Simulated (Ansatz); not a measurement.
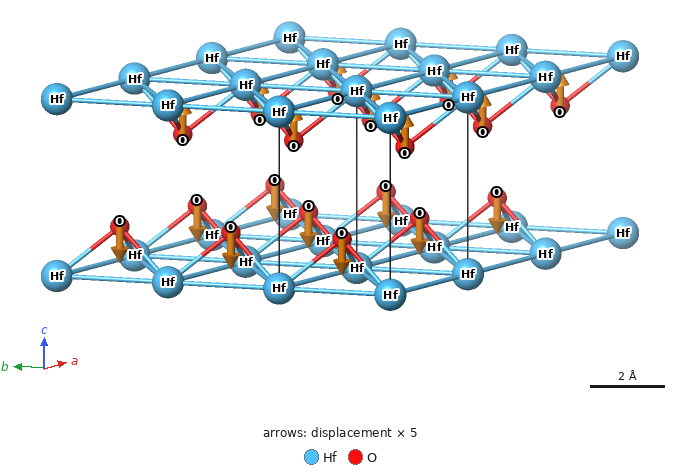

A relaxation of a crystal of HfO₂ (a generated structure, set up in P-3m1) (coarse preliminary run). The starting structure is drawn; orange arrows show the displacements (the part carried along by the change of the cell is left out), 5 times their true length.

The picture is a ball-and-stick view of the cell of the calculation, repeated 3 × 3 × 1 with one cell outlined, seen from a free direction.

Case: S → O on all its sites, cell and atoms relaxed.

Method: DFT PBE+D3(BJ), scalar-relativistic, plane waves, PAW (Ansatz 0.2.0). (plane-wave cutoff 420 eV; k-point mesh 6 × 6 × 4; occupations gaussian; smearing width 0.1 eV; no spin polarisation; cell and atoms relaxed; force threshold 0.05 eV/Å; at most 60 steps)

> Which element moves most?

Oxygen: up to 0.21 Å, against 0.00 Å for hafnium.

> What did the optimiser do to the structure, and how much energy did it gain?

The largest moves relative to the cell, 0.21 Å, are those of O atoms. Hf stays in place. The volume changes by +2.0 %, with a = b 3.108 → 3.240 Å (+4.3 %), c 4.973 → 4.668 Å (−6.1 %). Among the contacts that change: Hf–Hf 3.108 → 3.240 Å, Hf–O 2.190 → 2.108 Å. Among the angles between lasting bonds that change: Hf–O–Hf 90.4° → 100.4°. The space group stays P-3m1 (No. 164). Over 4 accepted moves (6 points after the start) the energy falls by 357 meV per atom. Largest force component: 3.7 eV/Å at the start, 0.0082 eV/Å at the end. Pressure: −10.40 GPa at the start and −0.11 GPa at the end. At 2 points the geometry stayed and the basis and grid were re-selected for the new cell (energy shift of 4.3 meV per atom at most each time).
